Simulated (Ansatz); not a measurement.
## AlGa2N3: geometry relaxation (part 1 of 2)

The run: geometry relaxation of AlGa2N3 (P3m1, 6 atoms in the cell). Method and program: DFT r2SCAN, scalar-relativistic, plane waves, PAW, no spin polarisation (Ansatz 0.2.0).

The structure derives from a Materials Project entry. It belongs to a series of runs on one base structure; here: superlattice of 1 and 2 planes along [1 1 1]. Figures and captions count atoms from 1; the log counts them from 0 in places.

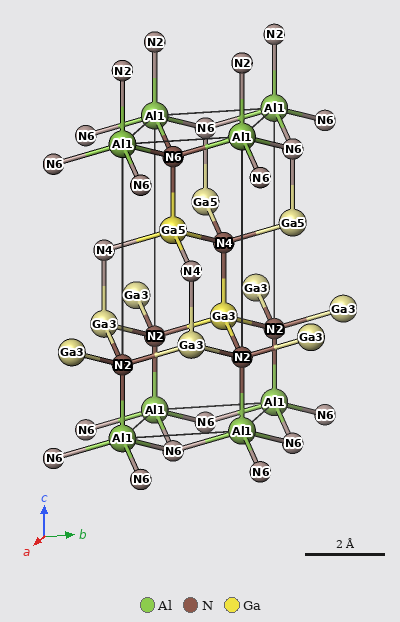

Figure 1. The starting structure (ball-and-stick view of the cell of the calculation, seen slightly off an axis; neighbours outside the cell are drawn fainter; atoms are numbered from 1 in the order of the input). Near neighbours in the crystal (not all of them lie inside the picture): Al has 4 N at 1.93 Å; N has 1 Al at 1.93 Å and 3 Ga at 1.93 Å; Ga has 4 N at 1.93 Å; N has 4 Ga at 1.93 Å; N has 3 Al at 1.93 Å and 1 Ga at 1.93 Å.

Input:
```yaml
crystal:
  lattice:
    - [3.1502837863, 0.0, 0.0]
    - [-1.5751418931, 2.7282257881, 0.0]
    - [0.0, 0.0, 7.7165878214]
  atoms:
    - { symbol: Al, position: [0.0, 0.0, 0.0] }
    - { symbol: "N", position: [0.0, 0.0, 0.25] }
    - { symbol: Ga, position: [0.3333333333, 0.6666666667, 0.3333333333] }
    - { symbol: "N", position: [0.3333333333, 0.6666666667, 0.5833333333] }
    - { symbol: Ga, position: [0.6666666667, 0.3333333333, 0.6666666667] }
    - { symbol: "N", position: [0.6666666667, 0.3333333333, 0.9166666667] }
basis:
  ecutwfc: 500
kpoints:
  mp_grid: { grid: [12, 12, 4] }
hamiltonian:
  xc: r2scan
scf:
  occupations: { method: gaussian, width: 0.02 }
output:
  forces: true
  stress: true
  eigenvalues: true
  populations: true
  write_density: true
  write_potential: true
  elf: true
  volumetric_format: npy
relax:
  adjacent_minimum: "off"
  f_tol: 0.01
  max_steps: 45
  cell: { stress_tol: 0.05 }
```

Run on 2 threads of Intel Xeon Gold (Sapphire Rapids), 64 GiB of memory available, shared host.

Run as:
```bash
ansatz run input.yaml --threads 2 --pin off --max-ram 5120MiB --backend cpu --events-out ev --progress --plain --runs-dir out
```

The program's output:
```
Engine: ansatz 0.2.0, x86_64-unknown-linux-gnu
Pseudopotentials: kind: paw
Pseudopotential: Al, paw, valence charge 3, recommended cutoff 500 eV (meta_gga), Al.paw.azcp
Pseudopotential: N, paw, valence charge 5, recommended cutoff 500 eV (meta_gga), N.paw.azcp
Pseudopotential: Ga, paw, valence charge 13, recommended cutoff 500 eV (meta_gga), Ga.paw.azcp
Functional definition: r2SCAN
  parameter k0 = 0.174
  parameter k1 = 0.065
  parameter a1 = 4.9479
  exchange = r2scan_x(k0 = k0, k1 = k1, a1 = a1)
  correlation = r2scan_c
Crystal: 6 atoms, lattice volume = 66.322 Å³
Basis set: ecut = 500 eV, 1661 PW (Γ), exchange–correlation on 96×96×240 points (64 copies of the dense FFT grid, shifted against one another)
Bands: 28, of which v1, the nominal top of the filled ones, is band 22 counted from 1 (21 counted from 0)
Symmetry: 6 space group operations
Space group: P3m1 (ITA 156), of the structure as read, at distance tolerance 4.0e-5 Å
k-points: 69 of 576 (time reversal used)
Non-local potential: Al, projectors of the file, l = 0: 2, l = 1: 2, l = 2: 1
Non-local potential: N, projectors of the file, l = 0: 2, l = 1: 2, l = 2: 1
Non-local potential: Ga, projectors of the file, l = 0: 2, l = 1: 2, l = 2: 3, l = 3: 1
PAW form: soft (Blöchl's): semilocal exchange-correlation on the pseudo side does not see the compensation charge
PAW frozen core: Al, regenerated for the run's functional (the file was generated under x = pbe(κ = 0.804, μ = 0.2195149727645171), c = pbe(β = 0.06672455060314922))
PAW frozen core: N, regenerated for the run's functional (the file was generated under x = pbe(κ = 0.804, μ = 0.2195149727645171), c = pbe(β = 0.06672455060314922))
PAW frozen core: Ga, regenerated for the run's functional (the file was generated under x = pbe(κ = 0.804, μ = 0.2195149727645171), c = pbe(β = 0.06672455060314922))
PAW one-centre angular grid: Al, 302 points (default); XC on 160 Gauss nodes
PAW one-centre angular grid: N, 302 points (default); XC on 160 Gauss nodes
PAW one-centre angular grid: Ga, 590 points (default); XC on 160 Gauss nodes
Initial density: superposition of atomic densities (neutral atoms: chi_scale 0, normalization atom), corrected by the library's trained network
Initial wavefunctions: pseudopotential atomic-orbital guess
Functional: x = r2scan, c = r2scan; τ floored in thin density (d = 2e-4 eV/Å³)
SCF iter   1: F=—  HF=-9280.977505 eV  |F-HF|=—  |Δ(HF+E_count)|=         —  Δρ=1.09e-2  dr2=4.55e-2  dr2_τ=3.43e-1  ethr=1.77e-3  ⟨swp⟩=6.1  Hψ=8378  notcnv=0
preconditioner: auto → Resta (q_TF=auto, 2.548 Å⁻¹)  ε∞=4.1  [insulator: Δε(μ)=2.818 eV  Ē_g=17.153 eV  σ=0.020 eV  W_gap=1.00  n_scr=24 (ndim 8)  ℏωp=30.2 eV  f_vac=0.000  D(μ)=0.00/eV (n_scr^D=0)  ε∞_Penn≈4.1]
SCF iter   2: F=—  HF=-9281.109573 eV  |F-HF|=—  |Δ(HF+E_count)|=   1.32e-1  Δρ=5.57e-3  dr2=1.60e-2  dr2_τ=3.21e-4  ethr=1.03e-4  ⟨swp⟩=3.0  Hψ=4631  notcnv=0  defer=87
SCF iter   3: F=—  HF=-9281.107909 eV  |F-HF|=—  |Δ(HF+E_count)|=   1.66e-3  Δρ=3.35e-3  dr2=3.90e-3  dr2_τ=1.82e-4  ethr=3.63e-5  ⟨swp⟩=2.9  Hψ=3475  notcnv=0  defer=87
SCF iter   4: F=—  HF=-9281.107609 eV  |F-HF|=—  |Δ(HF+E_count)|=   2.99e-4  Δρ=3.73e-4  dr2=9.52e-5  dr2_τ=3.14e-5  ethr=8.87e-6  ⟨swp⟩=3.0  Hψ=3602  notcnv=0  defer=87
SCF iter   5: F=—  HF=-9281.107626 eV  |F-HF|=—  |Δ(HF+E_count)|=   1.72e-5  Δρ=1.76e-4  dr2=1.46e-5  dr2_τ=1.55e-6  ethr=2.16e-7  ⟨swp⟩=2.0  Hψ=3178  notcnv=0  defer=87
SCF iter   6: F=—  HF=-9281.107631 eV  |F-HF|=—  |Δ(HF+E_count)|=   4.52e-6  Δρ=7.33e-5  dr2=4.03e-6  dr2_τ=5.63e-7  ethr=3.31e-8  ⟨swp⟩=2.0  Hψ=3224  notcnv=0  defer=87
SCF iter   7: F=—  HF=-9281.107630 eV  |F-HF|=—  |Δ(HF+E_count)|=   7.23e-7  Δρ=1.79e-5  dr2=2.20e-7  dr2_τ=2.05e-8  ethr=9.15e-9  ⟨swp⟩=2.0  Hψ=2743  notcnv=0  defer=87
SCF iter   8: F=-9281.107630 eV  HF=-9281.107630 eV  |F-HF|=2.05e-8  |Δ(HF+E_count)|=   3.01e-8  Δρ=7.42e-6  dr2=4.00e-8  dr2_τ=2.21e-9  ethr=2.27e-10  ⟨swp⟩=12.9  Hψ=13080  notcnv=0
SCF 1 converged in 8 iterations: F = -9281.107630 eV  dr2 = 4.00e-8
  greatest PAW one-centre occupation: 0.995 electrons in one spin orbital (limit 2), on the Ga atom at site 4 (counted from 0), in its partial waves of l = 2
relax step   1: F+E_penalty+E_count = -9281.10763020 eV  Δ(F+E_penalty+E_count) = +0.000e0 eV  max|allowed force component| = 1.062e0 eV/Å  Δτ_max = 0.0000 Å  P = +0.323 GPa  Ω = 66.322 Å³  (8 SCF iters, dr2 threshold 1.00e-7 eV, accepted)
Crystal: 6 atoms, lattice volume = 66.384 Å³
Initial density: handed on by an earlier stage of this run
Initial wavefunctions: those handed on with the density
iter 1 solved again at ethr=2.67e-5 eV; its pass at ethr=3.10e-3 eV (dr2=1.18e-2 eV) is discarded
SCF iter   1: F=—  HF=-9281.148874 eV  |F-HF|=—  |Δ(HF+E_count)|=         —  Δρ=4.64e-3  dr2=1.28e-2  dr2_τ=4.91e-2  ethr=2.67e-5  ⟨swp⟩=1.9  Hψ=8406  notcnv=0
preconditioner: auto → Resta (q_TF=auto, 2.548 Å⁻¹)  ε∞=4.2  [insulator: Δε(μ)=2.792 eV  Ē_g=16.990 eV  σ=0.020 eV  W_gap=1.00  n_scr=24 (ndim 8)  ℏωp=30.2 eV  f_vac=0.000  D(μ)=0.00/eV (n_scr^D=0)  ε∞_Penn≈4.2]
SCF iter   2: F=—  HF=-9281.150973 eV  |F-HF|=—  |Δ(HF+E_count)|=   2.10e-3  Δρ=2.33e-3  dr2=2.86e-3  dr2_τ=4.29e-5  ethr=2.67e-5  ⟨swp⟩=2.1  Hψ=2971  notcnv=0
SCF iter   3: F=—  HF=-9281.150496 eV  |F-HF|=—  |Δ(HF+E_count)|=   4.76e-4  Δρ=3.78e-4  dr2=1.18e-4  dr2_τ=5.20e-6  ethr=6.51e-6  ⟨swp⟩=2.9  Hψ=3652  notcnv=0
SCF iter   4: F=—  HF=-9281.150501 eV  |F-HF|=—  |Δ(HF+E_count)|=   4.91e-6  Δρ=2.07e-4  dr2=2.85e-5  dr2_τ=1.45e-6  ethr=2.67e-7  ⟨swp⟩=2.0  Hψ=3368  notcnv=0
SCF iter   5: F=—  HF=-9281.150493 eV  |F-HF|=—  |Δ(HF+E_count)|=   8.46e-6  Δρ=7.82e-5  dr2=5.53e-6  dr2_τ=1.67e-7  ethr=6.47e-8  ⟨swp⟩=2.0  Hψ=3404  notcnv=0
SCF iter   6: F=-9281.150492 eV  HF=-9281.150492 eV  |F-HF|=2.15e-8  |Δ(HF+E_count)|=   5.85e-7  Δρ=2.13e-5  dr2=3.44e-7  dr2_τ=3.64e-8  ethr=1.36e-9  ⟨swp⟩=6.5  Hψ=13436  notcnv=0
SCF 2 converged in 6 iterations: F = -9281.150492 eV  dr2 = 3.44e-7
relax step   2: F+E_penalty+E_count = -9281.15049229 eV  Δ(F+E_penalty+E_count) = -4.286e-2 eV  max|allowed force component| = 4.050e-1 eV/Å  Δτ_max = 0.0337 Å  P = -0.095 GPa  Ω = 66.384 Å³  energy of the carried Pulay correction = -3.178e-5 eV  (6 SCF iters, dr2 threshold 6.00e-7 eV, accepted)
Crystal: 6 atoms, lattice volume = 66.343 Å³
iter 1 solved again at ethr=8.71e-6 eV; its pass at ethr=3.10e-3 eV (dr2=3.83e-3 eV) is discarded
SCF iter   1: F=—  HF=-9281.157117 eV  |F-HF|=—  |Δ(HF+E_count)|=         —  Δρ=1.95e-3  dr2=4.14e-3  dr2_τ=1.21e-2  ethr=8.71e-6  ⟨swp⟩=1.6  Hψ=8134  notcnv=0
preconditioner: auto → Resta (q_TF=auto, 2.548 Å⁻¹)  ε∞=4.2  [insulator: Δε(μ)=2.801 eV  Ē_g=16.990 eV  σ=0.020 eV  W_gap=1.00  n_scr=24 (ndim 8)  ℏωp=30.2 eV  f_vac=0.000  D(μ)=0.00/eV (n_scr^D=0)  ε∞_Penn≈4.2]
SCF iter   2: F=—  HF=-9281.157220 eV  |F-HF|=—  |Δ(HF+E_count)|=   1.03e-4  Δρ=9.84e-4  dr2=7.79e-4  dr2_τ=1.34e-5  ethr=8.71e-6  ⟨swp⟩=2.1  Hψ=2999  notcnv=0
SCF iter   3: F=—  HF=-9281.157049 eV  |F-HF|=—  |Δ(HF+E_count)|=   1.71e-4  Δρ=2.16e-4  dr2=2.90e-5  dr2_τ=4.77e-6  ethr=1.77e-6  ⟨swp⟩=2.1  Hψ=2662  notcnv=0
SCF iter   4: F=—  HF=-9281.157046 eV  |F-HF|=—  |Δ(HF+E_count)|=   3.24e-6  Δρ=8.34e-5  dr2=5.23e-6  dr2_τ=1.52e-7  ethr=6.59e-8  ⟨swp⟩=2.0  Hψ=3367  notcnv=0
SCF iter   5: F=—  HF=-9281.157046 eV  |F-HF|=—  |Δ(HF+E_count)|=   4.22e-7  Δρ=3.34e-5  dr2=9.45e-7  dr2_τ=3.73e-8  ethr=1.19e-8  ⟨swp⟩=2.1  Hψ=3389  notcnv=0
SCF iter   6: F=-9281.157046 eV  HF=-9281.157046 eV  |F-HF|=1.37e-9  |Δ(HF+E_count)|=   1.89e-8  Δρ=1.08e-5  dr2=7.55e-8  dr2_τ=7.62e-9  ethr=1.36e-9  ⟨swp⟩=9.2  Hψ=15066  notcnv=0
SCF 3 converged in 6 iterations: F = -9281.157046 eV  dr2 = 7.55e-8
  Residual-converged pass: ⟨swp⟩=1.0  Hψ=2211  notcnv=0  max |occ|·‖R‖ = 7.1e-9 eV (tolerance 1.0e-8 eV)  dr2=7.55e-8  dr2_τ=7.62e-9  dr2_onsite=7.92e-9  max |Δocc| = 0.0e0
relax step   3: F+E_penalty+E_count = -9281.15704565 eV  Δ(F+E_penalty+E_count) = -6.553e-3 eV  max|allowed force component| = 3.515e-2 eV/Å  Δτ_max = 0.0160 Å  P = -0.006 GPa  Ω = 66.343 Å³  energy of the carried Pulay correction = -1.068e-5 eV  (6 SCF iters, dr2 threshold 6.00e-7 eV, accepted)
Crystal: 6 atoms, lattice volume = 66.342 Å³
iter 1 solved again at ethr=4.20e-8 eV; its pass at ethr=3.10e-3 eV (dr2=1.85e-5 eV) is discarded
SCF iter   1: F=—  HF=-9281.157074 eV  |F-HF|=—  |Δ(HF+E_count)|=         —  Δρ=2.61e-4  dr2=1.87e-5  dr2_τ=3.04e-5  ethr=4.20e-8  ⟨swp⟩=2.4  Hψ=9188  notcnv=0
preconditioner: auto → Resta (q_TF=auto, 2.548 Å⁻¹)  ε∞=4.2  [insulator: Δε(μ)=2.807 eV  Ē_g=17.000 eV  σ=0.020 eV  W_gap=1.00  n_scr=24 (ndim 8)  ℏωp=30.2 eV  f_vac=0.000  D(μ)=0.00/eV (n_scr^D=0)  ε∞_Penn≈4.2]
SCF iter   2: F=—  HF=-9281.157091 eV  |F-HF|=—  |Δ(HF+E_count)|=   1.74e-5  Δρ=1.38e-4  dr2=4.83e-6  dr2_τ=1.00e-7  ethr=4.20e-8  ⟨swp⟩=2.0  Hψ=3346  notcnv=0
SCF iter   3: F=—  HF=-9281.157091 eV  |F-HF|=—  |Δ(HF+E_count)|=   2.48e-8  Δρ=2.99e-5  dr2=8.80e-7  dr2_τ=1.10e-7  ethr=1.10e-8  ⟨swp⟩=2.0  Hψ=3392  notcnv=0
SCF iter   4: F=—  HF=-9281.157091 eV  |F-HF|=—  |Δ(HF+E_count)|=   7.38e-8  Δρ=1.06e-5  dr2=9.62e-8  dr2_τ=1.03e-8  ethr=2.00e-9  ⟨swp⟩=2.6  Hψ=2972  notcnv=0
SCF iter   5: F=-9281.157091 eV  HF=-9281.157091 eV  |F-HF|=2.38e-10  |Δ(HF+E_count)|=   5.73e-9  Δρ=3.60e-6  dr2=1.00e-8  dr2_τ=2.80e-10  ethr=1.75e-10  ⟨swp⟩=7.0  Hψ=10425  notcnv=0
SCF 4 converged in 5 iterations: F = -9281.157091 eV  dr2 = 1.00e-8
relax step   4: F+E_penalty+E_count = -9281.15709104 eV  Δ(F+E_penalty+E_count) = -4.539e-5 eV  max|allowed force component| = 4.548e-3 eV/Å  Δτ_max = 0.0015 Å  P = -0.002 GPa  Ω = 66.342 Å³  energy of the carried Pulay correction = -1.056e-5 eV  (5 SCF iters, dr2 threshold 7.72e-8 eV, accepted)
iter 1 solved again at ethr=4.32e-10 eV; its pass at ethr=3.10e-3 eV (dr2=1.90e-7 eV) is discarded
SCF iter   1: F=—  HF=-9281.157093 eV  |F-HF|=—  |Δ(HF+E_count)|=         —  Δρ=1.95e-5  dr2=2.32e-7  dr2_τ=2.12e-7  ethr=4.32e-10  ⟨swp⟩=2.1  Hψ=9245  notcnv=0
preconditioner: auto → Resta (q_TF=auto, 2.548 Å⁻¹)  ε∞=4.2  [insulator: Δε(μ)=2.808 eV  Ē_g=17.000 eV  σ=0.020 eV  W_gap=1.00  n_scr=24 (ndim 8)  ℏωp=30.2 eV  f_vac=0.000  D(μ)=0.00/eV (n_scr^D=0)  ε∞_Penn≈4.2]
SCF iter   2: F=—  HF=-9281.157094 eV  |F-HF|=—  |Δ(HF+E_count)|=   1.10e-7  Δρ=1.18e-5  dr2=6.53e-8  dr2_τ=1.31e-9  ethr=4.32e-10  ⟨swp⟩=2.0  Hψ=2955  notcnv=0
SCF iter   3: F=—  HF=-9281.157093 eV  |F-HF|=—  |Δ(HF+E_count)|=   1.72e-8  Δρ=3.49e-6  dr2=1.01e-8  dr2_τ=1.84e-9  ethr=1.48e-10  ⟨swp⟩=2.0  Hψ=2843  notcnv=0
SCF iter   4: F=-9281.157093 eV  HF=-9281.157093 eV  |F-HF|=1.55e-10  |Δ(HF+E_count)|=   2.18e-9  Δρ=9.94e-7  dr2=7.38e-10  dr2_τ=1.79e-11  ethr=1.55e-11  ⟨swp⟩=6.8  Hψ=9777  notcnv=0
SCF 5 converged in 4 iterations: F = -9281.157093 eV  dr2 = 7.38e-10
relax step   5: F+E_penalty+E_count = -9281.15709349 eV  Δ(F+E_penalty+E_count) = -2.447e-6 eV  max|allowed force component| = 1.658e-3 eV/Å  Δτ_max = 0.0000 Å  P = +0.000 GPa  Ω = 66.342 Å³  energy of the carried Pulay correction = -1.026e-5 eV  (4 SCF iters, dr2 threshold 6.83e-9 eV, accepted)
Initial wavefunctions: pseudopotential atomic-orbital guess (no wavefunctions were taken with the density)
iter 1 solved again at ethr=2.39e-8 eV; its pass at ethr=3.10e-3 eV (dr2=1.05e-5 eV) is discarded
SCF iter   1: F=—  HF=-9281.157113 eV  |F-HF|=—  |Δ(HF+E_count)|=         —  Δρ=3.17e-5  dr2=1.26e-8  dr2_τ=4.67e-10  ethr=2.39e-8  ⟨swp⟩=3.0  Hψ=13920  notcnv=0
SCF iter   2: F=—  HF=-9281.157116 eV  |F-HF|=—  |Δ(HF+E_count)|=   3.10e-6  Δρ=1.60e-5  dr2=3.51e-9  dr2_τ=5.90e-8  ethr=2.86e-11  ⟨swp⟩=2.0  Hψ=3448  notcnv=0
SCF iter   3: F=—  HF=-9281.157117 eV  |F-HF|=—  |Δ(HF+E_count)|=   7.49e-7  Δρ=1.17e-6  dr2=1.40e-10  dr2_τ=2.62e-10  ethr=7.99e-12  ⟨swp⟩=2.0  Hψ=3450  notcnv=0
SCF iter   4: F=-9281.157117 eV  HF=-9281.157117 eV  |F-HF|=5.46e-12  |Δ(HF+E_count)|=   3.50e-9  Δρ=2.74e-7  dr2=3.63e-11  dr2_τ=5.25e-12  ethr=1.00e-12  ⟨swp⟩=5.8  Hψ=8883  notcnv=0
SCF 6 converged in 4 iterations: F = -9281.157117 eV  dr2 = 3.63e-11
relax step   6: F+E_penalty+E_count = -9281.15711723 eV  Δ(F+E_penalty+E_count) = -2.375e-5 eV  max|allowed force component| = 1.657e-3 eV/Å  Δτ_max = 0.0000 Å  P = -0.000 GPa  Ω = 66.342 Å³  stress off target by 8.88e-3 GPa  SCF on the basis re-selected at this cell (its energy is not comparable with the rows above)  (4 SCF iters)
```

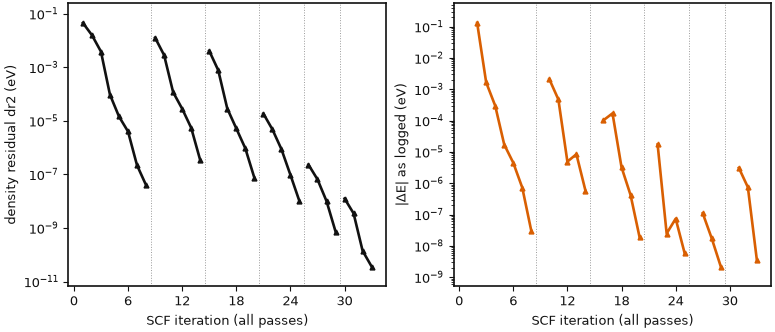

Figure 2. Convergence of the self-consistent field: density residual dr2 and size of the energy change against the SCF iteration. The dotted lines part the SCF passes of the relaxation: geometry steps, rejected trials and re-solves on a re-selected basis. The 6 passes take 4 to 8 iterations each, 33 in all.

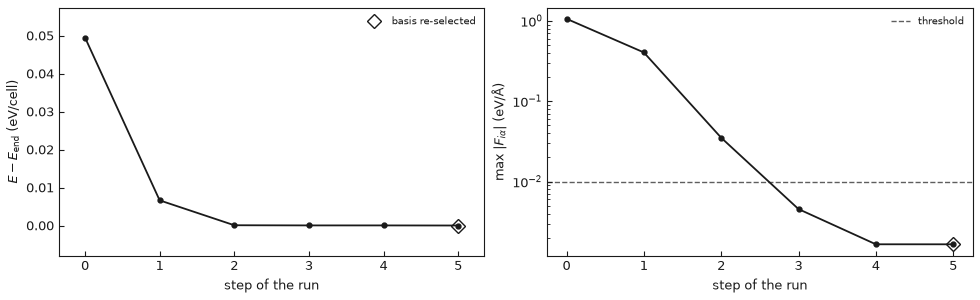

Figure 3. Progress of the relaxation, step by step (the first geometry is step 0 here and step 1 in the log).
